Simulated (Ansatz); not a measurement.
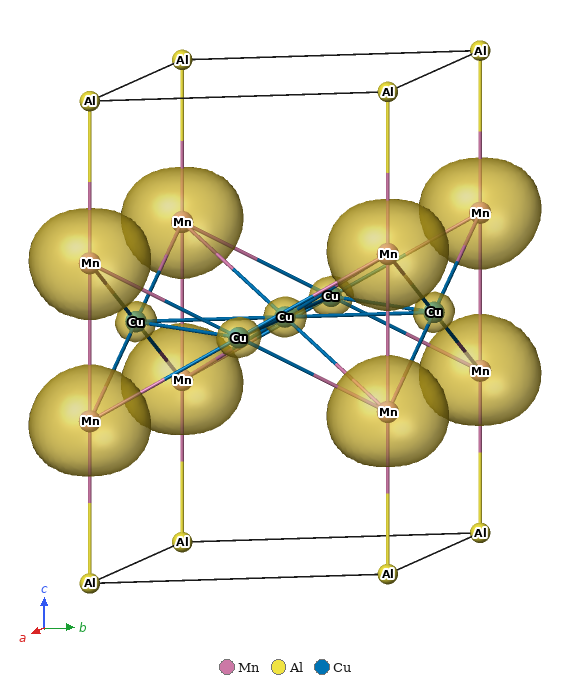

Mn$_{2}$AlCu$_{3}$. Isosurfaces of the magnetisation density (up minus down) at +0.2 (yellow) and −0.2 e/Å³ (cyan), seen slightly off an axis. Sticks mark near contacts.

Space group P6/mmm; a structure generated by program, which may or may not match a known phase; spin-polarised.

Method: Ansatz, DFT PBE, scalar-relativistic, plane waves, PAW.

In a PAW calculation such maps are meaningful between the atoms, not at the nuclei.

**Where is the spin, and how is it ordered?**

The spin density sits on Mn: +3.6 μB (×2) in one cell of 6 atoms, with smaller moments on other sites: Al (up to −0.07 μB) and Cu (up to +0.09 μB): parallel moments (a ferromagnetic arrangement) in this solution. The cell of the calculation (6 atoms) carries 7.8 μB of net spin moment. Only one sign reaches the isovalue.
